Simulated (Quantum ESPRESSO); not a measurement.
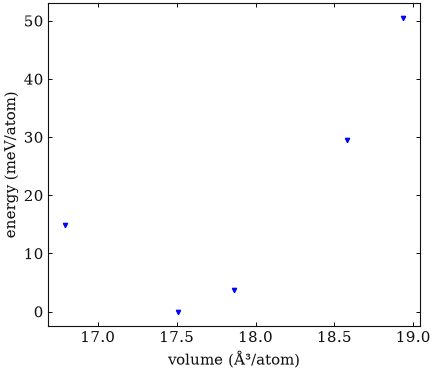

The figure shows the energy against volume for MoS₂, space group P6_3/mmc (No. 194).

Cell as given: a = 3.169 Å, b = 3.169 Å, c = 12.324 Å, α = 90.00°, β = 90.00°, γ = 120.00°; 6 atoms.

How it was computed, with Quantum ESPRESSO 7.5: plane-wave DFT, no spin polarisation; energies at scaled volumes of the given cell, shape and fractions fixed, counted from the fit's minimum, third-order Birch-Murnaghan fit. Level: PBEsol.

- k mesh: 10×10×3
- occupations: Fermi–Dirac
- smearing width: 0.05 eV
- potentials: GBRV 1.5 PBEsol
- wave cutoff: 612.3 eV
- density cutoff: 4898 eV

The points at volume 17.15 Å³/atom and 18.22 Å³/atom are left out of the plot. What values does the calculation give there?

```tsv
volume (Å³/atom)	energy (meV/atom)
17.15	3.49
18.22	13.74
```

Limits of the calculation: shape and atomic fractions are frozen while scaling, which makes layered, chain and framework solids too stiff.
